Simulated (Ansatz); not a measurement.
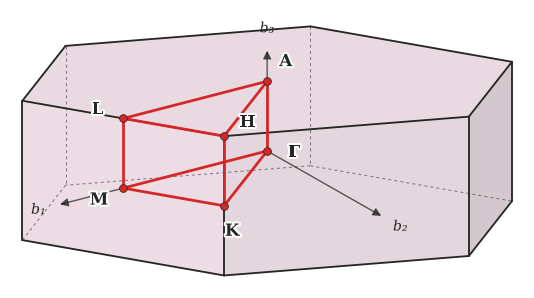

For BN, coordinates from a relaxation with DFT r2SCAN, scalar-relativistic, plane waves, PAW (Ansatz 0.2.0): the first Brillouin zone and its special points. The drawing is computed from the coordinates (standard cell, symmetry found to 0.002 Å).

Space group P6₃/mmc (No. 194); a = 2.501 Å, b = 2.501 Å, c = 6.874 Å, α = 90.00°, β = 90.00°, γ = 120.00°.

Labels and path follow the convention of Hinuma et al. (2017), as computed by seekpath; the arrows show the directions of the reciprocal primitive vectors b₁, b₂, b₃, in which coordinates are given; lengths include the factor 2π.

Q: List the special points with their coordinates and distances from Γ.

A:
```csv
point,k₁,k₂,k₃,length of k (1/Å)
Γ,0,0,0,0.000
A,0,0,1/2,0.457
K,1/3,1/3,0,1.675
H,1/3,1/3,1/2,1.736
M,1/2,0,0,1.451
L,1/2,0,1/2,1.521
```

Q: What is the zone's volume?

A: (2π)³ over the primitive cell's volume of 37.24 Å³: 6.66 Å⁻³.
